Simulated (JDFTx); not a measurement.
## Geometry relaxation of Ag (part 2 of 2)

Continued. System: Ag (Fm-3m, 1 atom in the cell). Method: Kohn-Sham DFT of a periodic cell, PBE, SG15-PBE-1.2, no spin polarisation (JDFTx 1.7.0 (patched build)); cutoff 1088.45 eV, 11×11×11 k-mesh, fermi-dirac of 0.05 eV. The structure derives from an entry of the Crystallography Open Database.

Geometry of the input (Å; fractional positions):
```
0.0000  2.0427  2.0427
2.0427  0.0000  2.0427
2.0427  2.0427  0.0000
Ag 0.0000  0.0000  0.0000
```

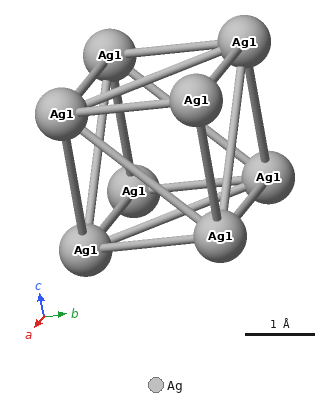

Fig. 1: The geometry at step 3 of the log (ball-and-stick view of the cell of the calculation, seen slightly off an axis; atoms are numbered from 1 in the order of the input).

Log, continued
```
-------------------------------------
        F =     -143.8214473629932968

LatticeMinimize: Iter:   1  F: -143.821447362993297  |grad|_K:  5.083e-03  alpha:  3.000e+00  linmin: -1.000e+00

-------- Electronic minimization -----------
Will mix electronic density at each iteration.
	FillingsUpdate:  mu: +0.664128453  nElectrons: 19.000000
	FillingsUpdate:  mu: +0.625863817  nElectrons: 19.000000
SCF: Cycle:  0   F: -143.791326089324940   dF: +9.722e-03   |Residual|: 1.911e-01   |deigs|: 1.375e-03
	FillingsUpdate:  mu: +0.638601806  nElectrons: 19.000000
SCF: Cycle:  1   F: -143.821557534175668   dF: -3.023e-02   |Residual|: 3.087e-02   |deigs|: 4.709e-02
	FillingsUpdate:  mu: +0.638339667  nElectrons: 19.000000
SCF: Cycle:  2   F: -143.821673859923067   dF: -1.163e-04   |Residual|: 1.095e-02   |deigs|: 8.802e-04
	FillingsUpdate:  mu: +0.637869856  nElectrons: 19.000000
SCF: Cycle:  3   F: -143.821693270884822   dF: -1.941e-05   |Residual|: 1.160e-03   |deigs|: 1.249e-03
	FillingsUpdate:  mu: +0.637935193  nElectrons: 19.000000
SCF: Cycle:  4   F: -143.821695086973051   dF: -1.816e-06   |Residual|: 6.960e-04   |deigs|: 3.126e-04
	FillingsUpdate:  mu: +0.637917981  nElectrons: 19.000000
SCF: Cycle:  5   F: -143.821695603066928   dF: -5.161e-07   |Residual|: 4.404e-04   |deigs|: 7.946e-05
	FillingsUpdate:  mu: +0.637901078  nElectrons: 19.000000
SCF: Cycle:  6   F: -143.821695759683422   dF: -1.566e-07   |Residual|: 1.152e-04   |deigs|: 9.280e-05
	FillingsUpdate:  mu: +0.637903066  nElectrons: 19.000000
SCF: Cycle:  7   F: -143.821695786673871   dF: -2.699e-08   |Residual|: 4.452e-05   |deigs|: 1.503e-05
	FillingsUpdate:  mu: +0.637902856  nElectrons: 19.000000
SCF: Cycle:  8   F: -143.821695793362011   dF: -6.688e-09   |Residual|: 3.478e-05   |deigs|: 1.262e-06
	FillingsUpdate:  mu: +0.637902272  nElectrons: 19.000000
SCF: Cycle:  9   F: -143.821695795331152   dF: -1.969e-09   |Residual|: 3.073e-05   |deigs|: 1.978e-06
	FillingsUpdate:  mu: +0.637901627  nElectrons: 19.000000
SCF: Cycle: 10   F: -143.821695795868578   dF: -5.374e-10   |Residual|: 3.296e-05   |deigs|: 2.314e-06
	FillingsUpdate:  mu: +0.637902091  nElectrons: 19.000000
SCF: Cycle: 11   F: -143.821695796170133   dF: -3.016e-10   |Residual|: 8.922e-06   |deigs|: 1.110e-05
SCF: Converged (|Delta E|<1.000000e-09 for 2 iters).

Setting wave functions to eigenvectors of Hamiltonian
# Lattice vectors:
R =
[            0      3.90995      3.90995  ]
[      3.90995            0      3.90995  ]
[      3.90995      3.90995            0  ]
unit cell volume = 119.548

# Strain tensor in Cartesian coordinates:
[    0.0128773            0            0  ]
[            0    0.0128773            0  ]
[            0            0    0.0128773  ]

# Stress tensor in Cartesian coordinates [Eh/a0^3]:
[ -1.33034e-05            0            0  ]
[            0 -1.33034e-05            0  ]
[            0            0 -1.33034e-05  ]

# Ionic positions in lattice coordinates:
ion Ag   0.000000000000000   0.000000000000000   0.000000000000000 1

# Forces in Cartesian coordinates:
force Ag   0.000000000000000  -0.000000000000000   0.000000000000000 1

# Energy components:
   Eewald =     -105.8284756583330761
       EH =       33.3648449010834938
     Eloc =      -98.7821958404410765
      Enl =       -7.0734286745284178
      Exc =      -13.5663237649568877
       KE =       48.0640153107400820
-------------------------------------
     Etot =     -143.8215637264358975
       TS =        0.0001320697342230
-------------------------------------
        F =     -143.8216957961701326

LatticeMinimize: Iter:   2  F: -143.821695796170133  |grad|_K:  5.664e-04  alpha:  1.000e+00  linmin: -1.000e+00

-------- Electronic minimization -----------
Will mix electronic density at each iteration.
	FillingsUpdate:  mu: +0.637902091  nElectrons: 19.000000
	FillingsUpdate:  mu: +0.633612518  nElectrons: 19.000000
SCF: Cycle:  0   F: -143.821262248569866   dF: +1.573e-04   |Residual|: 2.246e-02   |deigs|: 3.108e-05
	FillingsUpdate:  mu: +0.635039490  nElectrons: 19.000000
SCF: Cycle:  1   F: -143.821696699188237   dF: -4.345e-04   |Residual|: 3.836e-03   |deigs|: 5.564e-03
	FillingsUpdate:  mu: +0.634969952  nElectrons: 19.000000
[... 6 further cycles ...]
SCF: Cycle:  8   F: -143.821699208114609   dF: -3.124e-10   |Residual|: 7.782e-06   |deigs|: 8.697e-07
	FillingsUpdate:  mu: +0.634912534  nElectrons: 19.000000
SCF: Cycle:  9   F: -143.821699208235884   dF: -1.213e-10   |Residual|: 1.032e-05   |deigs|: 1.700e-06
SCF: Converged (|Delta E|<1.000000e-09 for 2 iters).

Setting wave functions to eigenvectors of Hamiltonian
# Lattice vectors:
R =
[            0      3.91477      3.91477  ]
[      3.91477            0      3.91477  ]
[      3.91477      3.91477            0  ]
unit cell volume = 119.991

# Strain tensor in Cartesian coordinates:
[    0.0141261            0            0  ]
[            0    0.0141261            0  ]
[            0            0    0.0141261  ]

# Stress tensor in Cartesian coordinates [Eh/a0^3]:
[ -2.12101e-06            0            0  ]
[            0 -2.12101e-06            0  ]
[            0            0 -2.12101e-06  ]

# Ionic positions in lattice coordinates:
ion Ag   0.000000000000000   0.000000000000000   0.000000000000000 1

# Forces in Cartesian coordinates:
force Ag  -0.000000000000000   0.000000000000000  -0.000000000000000 1

# Energy components:
   Eewald =     -105.6981668977742288
       EH =       33.4442337878254605
     Eloc =      -98.9913058902307057
      Enl =       -7.0740787526073658
      Exc =      -13.5655442942691860
       KE =       48.0632971565346807
-------------------------------------
     Etot =     -143.8215648905213584
       TS =        0.0001343177145378
-------------------------------------
        F =     -143.8216992082358843

LatticeMinimize: Iter:   3  F: -143.821699208235884  |grad|_K:  9.063e-05  alpha:  1.000e+00  linmin: -1.000e+00

-------- Electronic minimization -----------
Will mix electronic density at each iteration.
	FillingsUpdate:  mu: +0.634912534  nElectrons: 19.000000
	FillingsUpdate:  mu: +0.634195562  nElectrons: 19.000000
SCF: Cycle:  0   F: -143.821686202217478   dF: +5.210e-06   |Residual|: 3.791e-03   |deigs|: 1.362e-06
	FillingsUpdate:  mu: +0.634433765  nElectrons: 19.000000
SCF: Cycle:  1   F: -143.821699053547434   dF: -1.285e-05   |Residual|: 7.453e-04   |deigs|: 9.402e-04
	FillingsUpdate:  mu: +0.634425039  nElectrons: 19.000000
[... 3 further cycles ...]
SCF: Cycle:  5   F: -143.821699290351773   dF: -5.050e-10   |Residual|: 1.860e-06   |deigs|: 1.700e-06
	FillingsUpdate:  mu: +0.634412261  nElectrons: 19.000000
SCF: Cycle:  6   F: -143.821699290456678   dF: -1.049e-10   |Residual|: 5.333e-07   |deigs|: 6.060e-07
SCF: Converged (|Delta E|<1.000000e-09 for 2 iters).

Setting wave functions to eigenvectors of Hamiltonian
# Lattice vectors:
R =
[            0      3.91558      3.91558  ]
[      3.91558            0      3.91558  ]
[      3.91558      3.91558            0  ]
unit cell volume = 120.065

# Strain tensor in Cartesian coordinates:
[    0.0143355            0            0  ]
[            0    0.0143355            0  ]
[            0            0    0.0143355  ]

# Stress tensor in Cartesian coordinates [Eh/a0^3]:
[ -2.55287e-07            0            0  ]
[            0 -2.55287e-07            0  ]
[            0            0 -2.55287e-07  ]

# Ionic positions in lattice coordinates:
ion Ag   0.000000000000000   0.000000000000000   0.000000000000000 1

# Forces in Cartesian coordinates:
force Ag  -0.000000000000000   0.000000000000000   0.000000000000000 1

# Energy components:
   Eewald =     -105.6763381145234320
       EH =       33.4575737299053628
     Eloc =      -99.0263950595290936
      Enl =       -7.0741964026691049
      Exc =      -13.5654189912787206
       KE =       48.0632102281712221
-------------------------------------
     Etot =     -143.8215646099237972
       TS =        0.0001346805328729
-------------------------------------
        F =     -143.8216992904566780

LatticeMinimize: Iter:   4  F: -143.821699290456678  |grad|_K:  1.092e-05  alpha:  1.000e+00  linmin: -1.000e+00

-------- Electronic minimization -----------
Will mix electronic density at each iteration.
	FillingsUpdate:  mu: +0.634412261  nElectrons: 19.000000
	FillingsUpdate:  mu: +0.634328958  nElectrons: 19.000000
SCF: Cycle:  0   F: -143.821699114958250   dF: +7.016e-08   |Residual|: 4.393e-04   |deigs|: 8.607e-07
	FillingsUpdate:  mu: +0.634356550  nElectrons: 19.000000
SCF: Cycle:  1   F: -143.821699287872320   dF: -1.729e-07   |Residual|: 8.639e-05   |deigs|: 1.090e-04
	FillingsUpdate:  mu: +0.634355494  nElectrons: 19.000000
SCF: Cycle:  2   F: -143.821699290535065   dF: -2.663e-09   |Residual|: 3.456e-05   |deigs|: 2.812e-06
	FillingsUpdate:  mu: +0.634354298  nElectrons: 19.000000
SCF: Cycle:  3   F: -143.821699290914552   dF: -3.795e-10   |Residual|: 6.587e-06   |deigs|: 3.042e-06
	FillingsUpdate:  mu: +0.634353997  nElectrons: 19.000000
SCF: Cycle:  4   F: -143.821699290968610   dF: -5.406e-11   |Residual|: 1.967e-06   |deigs|: 1.406e-06
SCF: Converged (|Delta E|<1.000000e-09 for 2 iters).

Setting wave functions to eigenvectors of Hamiltonian
# Lattice vectors:
R =
[            0      3.91567      3.91567  ]
[      3.91567            0      3.91567  ]
[      3.91567      3.91567            0  ]
unit cell volume = 120.074

# Strain tensor in Cartesian coordinates:
[    0.0143599            0            0  ]
[            0    0.0143599            0  ]
[            0            0    0.0143599  ]

# Stress tensor in Cartesian coordinates [Eh/a0^3]:
[  9.83966e-09            0            0  ]
[            0  9.83966e-09            0  ]
[            0            0  9.83966e-09  ]

# Ionic positions in lattice coordinates:
ion Ag   0.000000000000000   0.000000000000000   0.000000000000000 1

# Forces in Cartesian coordinates:
force Ag   0.000000000000000  -0.000000000000000  -0.000000000000000 1

# Energy components:
   Eewald =     -105.6738006413928019
       EH =       33.4591218487841786
     Eloc =      -99.0304701634578208
      Enl =       -7.0742078591005075
      Exc =      -13.5654038220399702
       KE =       48.0631960692480789
-------------------------------------
     Etot =     -143.8215645679588306
       TS =        0.0001347230097840
-------------------------------------
        F =     -143.8216992909686098

LatticeMinimize: Iter:   5  F: -143.821699290968610  |grad|_K:  4.208e-07  alpha:  1.000e+00  linmin:  1.000e+00
LatticeMinimize: Converged (|Delta F|<1.000000e-06 for 2 iters).

Dumping 'run.eigStats' ...
	eMin: -2.756424 at state 0 ( [ +0.000000 +0.000000 +0.000000 ] spin 0 )
	HOMO: +0.621420 at state 26 ( [ +0.000000 +0.272727 +0.454545 ] spin 0 )
	mu  : +0.634354
	LUMO: +0.634458 at state 11 ( [ +0.000000 +0.090909 -0.454545 ] spin 0 )
	eMax: +1.556196 at state 28 ( [ +0.000000 +0.272727 -0.363636 ] spin 0 )
	HOMO-LUMO gap: +0.013038
	Optical gap  : +0.118506 at state 31 ( [ +0.000000 +0.363636 +0.454545 ] spin 0 )
Done!
```

Trajectory as extended XYZ (Å, eV, eV/Å), 6 frames, from step=0 to step=5
```
1
Lattice="0.0000 2.0428 2.0428 2.0428 0.0000 2.0428 2.0428 2.0428 0.0000" Properties=species:S:1:pos:R:3:forces:R:3 step=0 energy=-3913.57820
Ag    0.0000    0.0000    0.0000    0.0000   0.0000   0.0000
1
Lattice="0.0000 2.0472 2.0472 2.0472 0.0000 2.0472 2.0472 2.0472 0.0000" Properties=species:S:1:pos:R:3:forces:R:3 step=1 energy=-3913.58095
Ag    0.0000    0.0000    0.0000    0.0000   0.0000   0.0000
1
Lattice="0.0000 2.0691 2.0691 2.0691 0.0000 2.0691 2.0691 2.0691 0.0000" Properties=species:S:1:pos:R:3:forces:R:3 step=2 energy=-3913.58771
Ag    0.0000    0.0000    0.0000    0.0000   0.0000   0.0000
1
Lattice="0.0000 2.0716 2.0716 2.0716 0.0000 2.0716 2.0716 2.0716 0.0000" Properties=species:S:1:pos:R:3:forces:R:3 step=3 energy=-3913.58781
Ag    0.0000    0.0000    0.0000    0.0000   0.0000   0.0000
1
Lattice="0.0000 2.0720 2.0720 2.0720 0.0000 2.0720 2.0720 2.0720 0.0000" Properties=species:S:1:pos:R:3:forces:R:3 step=4 energy=-3913.58781
Ag    0.0000    0.0000    0.0000    0.0000   0.0000   0.0000
1
Lattice="0.0000 2.0721 2.0721 2.0721 0.0000 2.0721 2.0721 2.0721 0.0000" Properties=species:S:1:pos:R:3:forces:R:3 step=5 energy=-3913.58781
Ag    0.0000    0.0000    0.0000    0.0000   0.0000   0.0000
```

Summary

- outcome: converged
- space group (tolerance 0.01 Å): Fm-3m (225)
- electrons treated: 19
- free energy: −3913.5878 eV
- Fermi energy: 17.262 eV
- gap on the k-point mesh: none (metallic)
- pressure: 0.00 GPa
- final volume: 17.79 Å³
- largest force (length of the vector) at the end: under 0.001 eV/Å
- final cell: a = 2.930 Å, b = 2.930 Å, c = 2.930 Å, α = 60.00°, β = 60.00°, γ = 60.00°
- hardware: 1 thread of Intel Xeon @ 2.50GHz (Skylake/Cascade Lake), 32 GiB of memory available, shared host
- wall time: 2.7 min
- peak memory: 0.08 GiB
